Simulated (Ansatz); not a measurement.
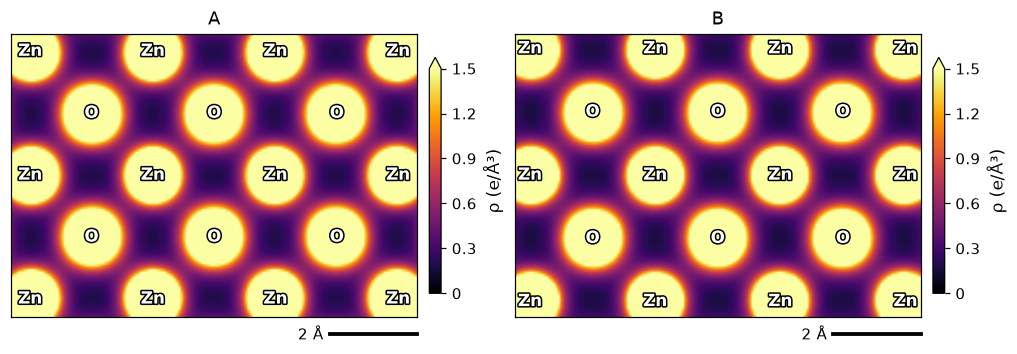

ZnO. The valence pseudo-density of two cells that differ in size, on the (11̄0) plane of each (indices in the axes of the calculation cell), at one length scale and on one colour scale; one has 13.8 and the other 14.6 Å³ an atom.

Computed with Ansatz 0.2.0, Kohn-Sham DFT of a periodic cell, PBE, Ansatz PAW.

Core electrons are frozen (PAW), and the valence fields are smoothed inside the atomic spheres.

The larger cell:

```
CELL_PARAMETERS angstrom
1.44272 -3.55044 0.00000
1.44272 3.55044 0.00000
0.00000 0.00000 2.85729
ATOMIC_POSITIONS crystal
Zn 0.00000 0.00000 0.00000
O 0.50000 0.50000 0.50000
```

The smaller cell: a = 3.756 Å, b = 3.756 Å, c = 2.800 Å, α = 90.00°, β = 90.00°, γ = 135.77°.

Question: Which is the denser cell? Describe the effect of the change.

Answer: Panel A is the smaller cell, by 6 % in volume. From the larger cell to the smaller, Zn–O goes from 2.03 to 1.99 Å, and the density at its midpoint from 0.52 to 0.57 e/Å³; the pressure goes from −2.0 to 4.9 GPa.
